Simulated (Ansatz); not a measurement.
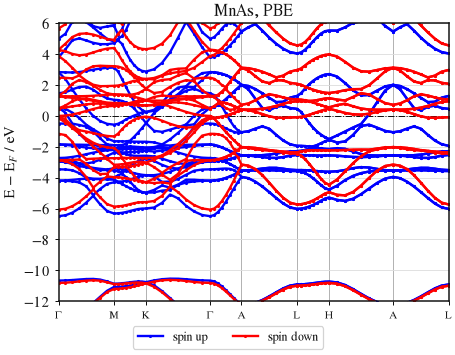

Band structure. Energies are counted from the Fermi level. The path runs straight from each named point to the next.

### What lattice type does the k path imply?

A hexagonal (primitive) lattice: the path Γ–M–K–Γ–A–L–H–A–L runs through the special points of its Brillouin zone.

Structure: MnAs, space group P6_3/mmc (No. 194), 4 atoms in the cell.

Level of theory: DFT, PBE, PAW with Ansatz's default frozen-core files, scalar-relativistic, spin-polarised, 11×11×7 k mesh, Fermi-Dirac smearing of 0.05 eV; code Ansatz.

### Does this material conduct, going by its bands?

A metal: 3 spin-up and 2 spin-down bands cross the Fermi level along this path.
